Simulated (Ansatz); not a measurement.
Take the following structure.

```
CELL_PARAMETERS angstrom
3.06805 0.00000 0.00000
0.00000 3.06805 0.00000
0.00000 0.00000 4.55583
ATOMIC_POSITIONS crystal
Zn 0.00000 0.00000 0.00000
O 0.50000 0.50000 0.00000
Zn 0.50000 0.50000 0.50000
O 0.00000 0.00000 0.50000
```

**Say what kind of structure these coordinates give.**

The structure is one of ZnO. Space group: I4/mmm (No. 139). Lattice: body-centred tetragonal. Content of the cell: 2 Zn, 2 O (Z = 2). Each Zn has six O in an octahedral arrangement at 2.17 to 2.28 Å. O is coordinated by six Zn in an octahedral arrangement at 2.17 to 2.28 Å. The bonds build a three-dimensional framework.

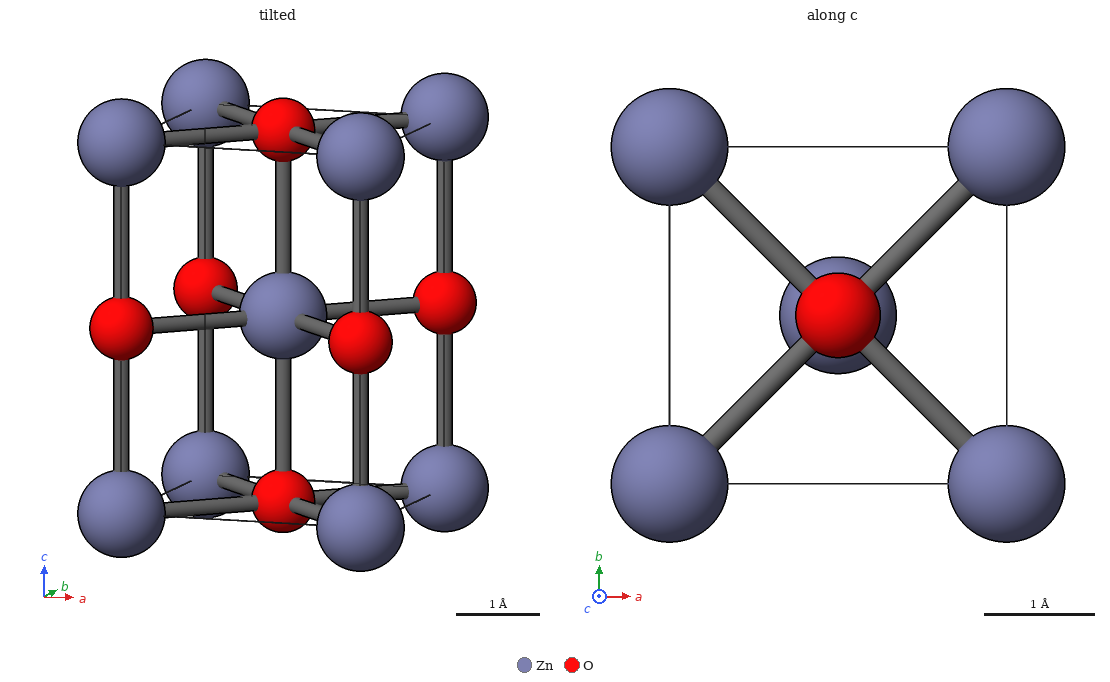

The crystal in a ball-and-stick representation, seen slightly off an axis and along the c axis. The conventional unit cell is outlined; an atom on or near a face, edge or corner is repeated at each equivalent position.

The cell started as a structure listed in the Materials Project. The cell was then strained or its atoms displaced on purpose. A calculation with Ansatz used it as input.

At this level of theory the cell isn't at rest (stretched, at -20 GPa), so its distances can differ from those at equilibrium, the more so the softer the solid.
